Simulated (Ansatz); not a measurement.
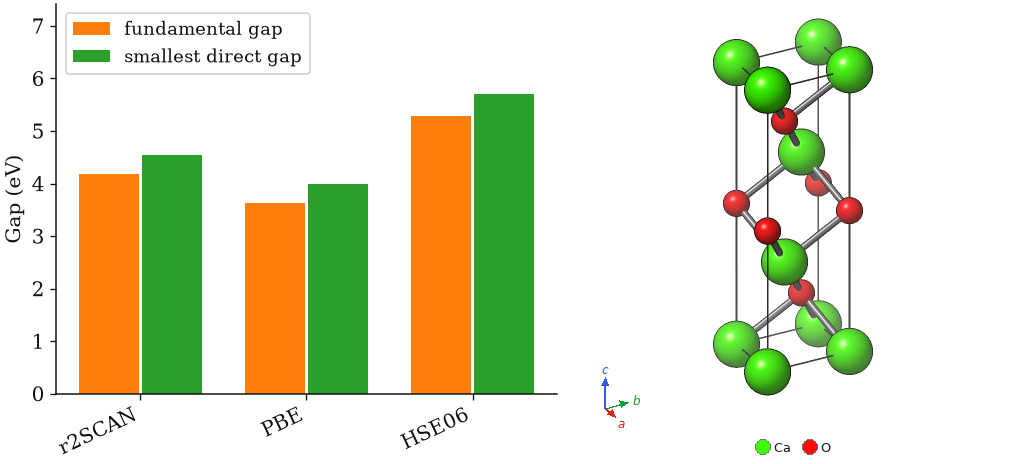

Gaps of CaO, space group R-3m, 2 atoms in the cell, rocksalt type, epitaxial (111) strain −1.0%, at several levels of theory on one cell (Ansatz, plane waves and PAW; edges over the mesh and the special points).

> How does the gap depend on the level, and does its kind change?

In rising order: PBE 3.63 eV, r2SCAN 4.17 eV and HSE06 5.29 eV. It is indirect at every level.
